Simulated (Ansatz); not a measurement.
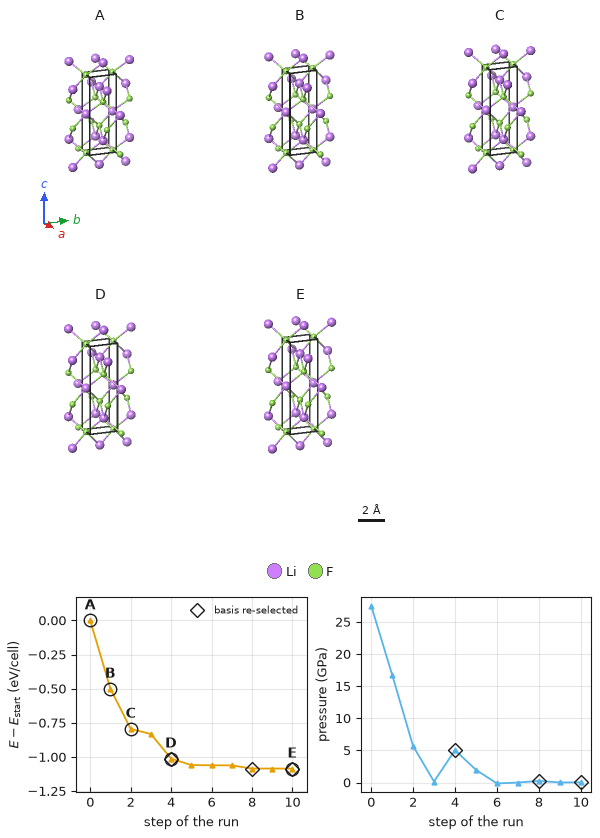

Frames of a relaxation of solid LiF (a generated structure, set up in P6_222) (coarse preliminary run), marked on the history of the run. Style: ball-and-stick. Shown: the cell of the calculation, slightly off an axis.

Method: DFT PBE, scalar-relativistic, plane waves, PAW (Ansatz 0.2.0). (plane-wave cutoff 420 eV; k-point mesh 6 × 6 × 4; occupations gaussian; smearing width 0.1 eV; no spin polarisation; cell and atoms relaxed; force threshold 0.04 eV/Å; at most 70 steps)

**What happens along the run?**

No atom moves by more than 0.005 Å relative to the cell. Cell: a = b 2.843 → 2.966 Å (+4.3 %), c 6.226 → 7.349 Å (+18.0 %). Volume +28.5 %. Near-neighbour distances that change, for instance: Li–Li 2.516 → 2.864 Å, F–Li 1.760 → 1.923 Å. Among the angles between lasting bonds that change: Li–F–Li 107.7° → 100.9°, F–Li–F 107.7° → 100.9°, F–Li–F 91.2° → 96.2°. The space group stays P6_222 (No. 180). After 7 accepted moves (10 points after the start) the energy has fallen by 1.085 eV per cell of the calculation. All forces vanish by symmetry, so only the cell relaxes. The pressure goes from 27.54 to 0.03 GPa. The SCF was repeated 3 times at an unchanged geometry on a basis and grid sized afresh for the cell, which shifted the energy by 0.180 eV per cell of the calculation at most. Cost: 20 s on 1 thread of Arm Neoverse V2, on a shared host, peak memory 0.32 GiB. From step 0 to 1: volume +6.5 %, energy −0.500 eV per cell of the calculation. From step 1 to 2: volume +8.2 %, energy −0.294 eV per cell of the calculation. From step 2 to 4: volume +4.2 %, energy −0.218 eV per cell of the calculation. From step 4 to 10: volume +7.0 %, energy −73.4 meV per cell of the calculation.
